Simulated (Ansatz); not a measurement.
The calculation's input:

```
crystal:
  lattice:
    - [2.95590219, -4.18027697, 0.0]
    - [2.95590219, 4.18027697, 0.0]
    - [0.0, 0.0, 2.95590219]
  atoms:
    - { symbol: Si, position: [0.0, 0.0, 0.5] }
    - { symbol: Ge, position: [0.0, 0.5, 0.0] }
    - { symbol: Ge, position: [0.5, 0.5, 0.5] }
    - { symbol: Ge, position: [0.5, 0.0, 0.0] }
basis:
  ecutwfc: 420
kpoints:
  mp_grid: { grid: [10, 10, 16] }
hamiltonian:
  xc: pbe
scf:
  occupations: { method: gaussian, width: 0.1 }
output:
  forces: true
  stress: true
  eigenvalues: true
  write_density: true
  write_potential: true
  elf: true
  volumetric_format: npy
relax:
  adjacent_minimum: "off"
  f_tol: 0.01
  max_steps: 80
  cell: { stress_tol: 0.05 }
```

Launched as:

```sh
ansatz run input.yaml --threads 1 --pin off --max-ram 2560MiB --backend cpu --events-out ev --progress --plain --runs-dir out
```

Below, planes, directions and counts refer to the conventional cell (a = 5.74 Å, b = 8.89 Å, c = 2.90 Å, α = 90.00°, β = 90.00°, γ = 90.00°).

The fields are those of the relaxed geometry.

Space group Cmmm; a structure generated by program, which may or may not match a known phase.

Computed with DFT PBE, scalar-relativistic, plane waves, PAW (Ansatz).

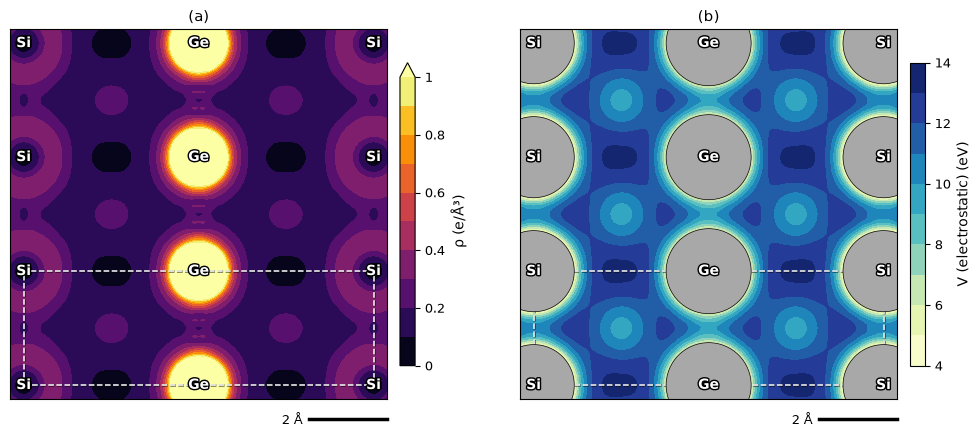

SiGe$_{3}$. (a) valence electron density; (b) electrostatic potential energy of an electron on the (100) plane of the conventional cell. Grey discs cover the atomic cores in the potential map.

> Interpret the plot.

Atoms in the plane: Si and Ge. Ge–Ge (2.90 Å): ρ is about 0.18 e/Å³ halfway. Between the atoms the lowest density in this plane is 0.08 e/Å³. Outside the cores the potential energy rises away from the atoms and is highest about 2.0 Å from the nearest atoms; its zero is arbitrary.
